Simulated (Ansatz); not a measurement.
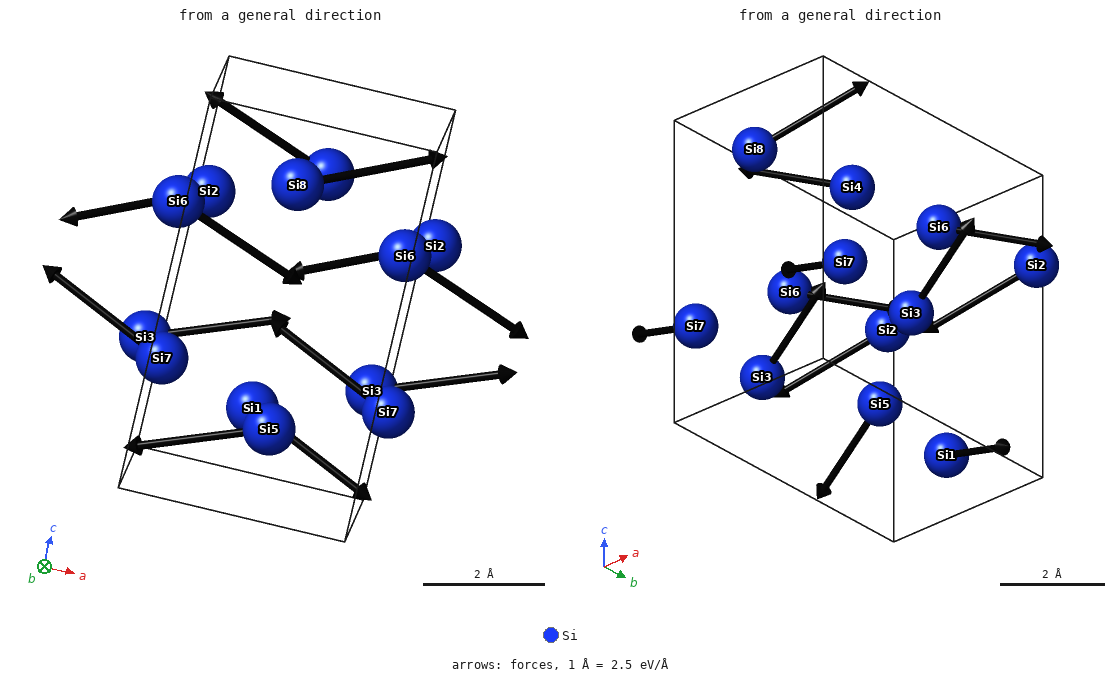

Figure: spheres-only view from two general directions. Lines trace the edges of the simulation cell. The arrows are the computed forces on the atoms.

System: Si. Setup: Ansatz, DFT PBE, scalar-relativistic, plane waves, PAW; E_cut = 420 eV, 10×6×6 k-mesh, Gaussian smearing of 0.05 eV, no spin polarisation.

Has this structure been optimised to equilibrium?

Answer. No. The atoms still feel forces of up to about 5.5 eV/Å, far above a usual threshold of 0.01 to 0.03 eV/Å.

Origin of the cell: a structure listed in the Materials Project. The cell was then strained or its atoms displaced on purpose. An electronic-structure calculation with Ansatz was run on it.
